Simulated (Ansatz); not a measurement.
ScAl$_{3}$

Input

```
crystal:
  lattice:
    - [4.2695438197, 0.0, 0.0]
    - [0.0, 4.2695438197, 0.0]
    - [0.0, 0.0, 4.2695438197]
  atoms:
    - { symbol: Sc, position: [0.0, 0.0, 0.0] }
    - { symbol: Al, position: [0.5, 0.0, 0.5] }
    - { symbol: Al, position: [0.0, 0.5, 0.5] }
    - { symbol: Al, position: [0.5, 0.5, 0.0] }
basis:
  ecutwfc: 420
kpoints:
  mp_grid: { grid: [12, 12, 12] }
hamiltonian:
  xc: pbe
scf:
  occupations: { method: gaussian, width: 0.15 }
output:
  forces: true
  stress: true
  eigenvalues: true
  write_density: true
  write_potential: true
  elf: true
  volumetric_format: npy
```

Command:

```sh
ansatz run input.yaml --threads 2 --pin off --max-ram 5120MiB --backend cpu --events-out ev --progress --plain --runs-dir out
```

Below, planes, directions and counts refer to the conventional cell (a = 4.27 Å, b = 4.27 Å, c = 4.27 Å, α = 90.00°, β = 90.00°, γ = 90.00°).

Space group Pm-3m; a structure from a database of computed crystals, not necessarily the ambient phase; changed on purpose from its base cell (strain +0.040 along x and y, +0.040 along z, atoms carried along); computed pressure about −8 GPa in this cell.

Level of theory: Ansatz 0.2.0, DFT PBE, scalar-relativistic, plane waves, PAW.

Question: What can the converged valence pseudo-density and electron localisation function tell about the bonding?

Answer: Sc–Al (3.02 Å): the density is about 0.15 e/Å³ at the midpoint; the ELF peaks at about 0.65 in the valence shell of Al, 1.1 Å from its nucleus, and is about 0.35 at the midpoint.

Question: Metal or insulator at this level of theory?

Answer: It is metallic or semimetallic at this level of theory: no gap opens.

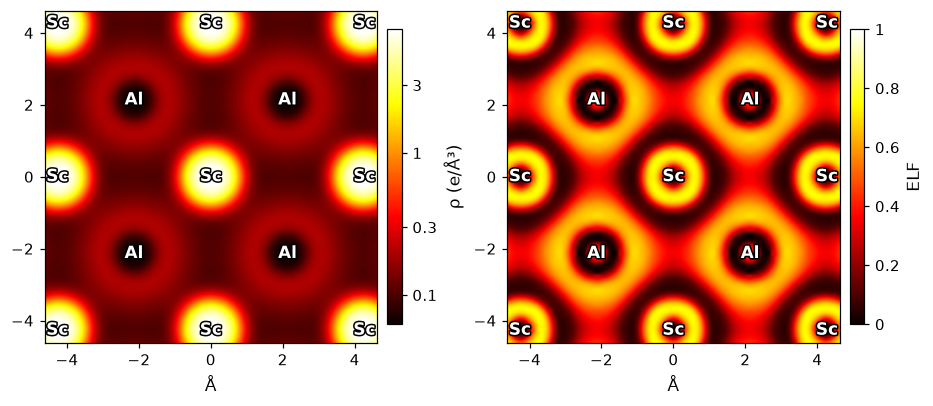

Computed valence pseudo-density and electron localisation function on the (100) plane of the conventional cell, in this order. 

In a PAW calculation such maps are meaningful between the atoms, not at the nuclei.
